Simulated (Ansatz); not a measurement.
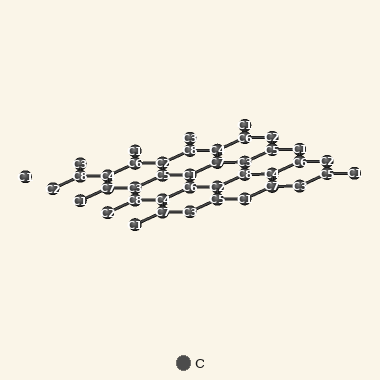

The system is Si on a two-dimensional sheet of C (8 atoms of substrate and one adsorbate in a 2 × 2 cell); the picture shows it without the atoms that are moved over the map. Si is moved over the surface cell at a fixed height above a rigid substrate; the origin of the map has the adsorbate above C1; the height is held at 2.80 Å. Places are given modulo a cell vector. The map is drawn in real space over the plane of the surface. The scan uses a 6 × 6 grid; 7 points were computed and 29 follow by symmetry. Places are given in fractions of the 1 × 1 surface cell. Energies: meV, counted from the lowest grid point. At a fixed height the lowest place need not be the adsorption site. All numbers below come from DFT PBE+D3(BJ), scalar-relativistic, plane waves, PAW in Ansatz 0.2.0. Settings: cutoff 420 eV, k-mesh 6×6×1, gaussian smearing 0.1 eV, spin-polarised.

Range: position of Si9 along the first surface vector from 0.000 to 0.833; position of Si9 along the second surface vector from 0.000 to 0.833.

Predict the map.

The lowest grid point is at the top site over a surface C atom, (0/6, 0/6) of the cell vectors; the map holds 2 wells of about this depth. No other kind of well shows on this grid. The highest grid point, a sixfold hollow, (2/6, 4/6) of the cell vectors, lies 77.6 meV above the lowest. On the interpolated surface the easiest way out of the lowest well to a well of about the same depth near the top site over a surface C atom, (4/6, 2/6) of the cell vectors passes a barrier of about 9.3 meV. At the lowest point the adsorbate has 1 C at 2.80 Å as nearest neighbours, at the highest 6 C at 3.14 Å.

| second ↓, first → | 0/6 | 1/6 | 2/6 | 3/6 | 4/6 | 5/6 |
| --- | --- | --- | --- | --- | --- | --- |
| 5/6 | 5.3 | 23.6 | 51.3 | 51.3 | 23.6 | 5.3 |
| 4/6 | 19.5 | 51.3 | 77.6 | 51.3 | 19.5 | 9.3 |
| 3/6 | 23.6 | 51.3 | 51.3 | 23.6 | 5.3 | 5.3 |
| 2/6 | 19.5 | 23.6 | 19.5 | 5.3 | 0.0 | 5.3 |
| 1/6 | 5.3 | 5.3 | 9.3 | 5.3 | 5.3 | 9.3 |
| 0/6 | 0.0 | 5.3 | 19.5 | 23.6 | 19.5 | 5.3 |

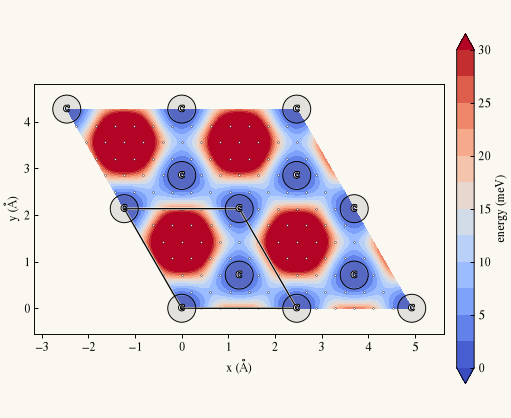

Drawn: filled contours, dots at the grid points, labelled circles for the atoms of the top layer, the outline of one cell of the 2 × 2 shown, one colour for all values above the top of the scale. Between grid points the surface is interpolated.

Each point was launched as `ansatz run input.yaml --threads 1 --pin off --max-ram 3072MiB --backend cpu --events-out ev --progress --plain --runs-dir out`. The whole map (7 points run) took 5.1 min on 1 thread of Arm Neoverse V1 (shared host).

PAW datasets: the set soft_1.
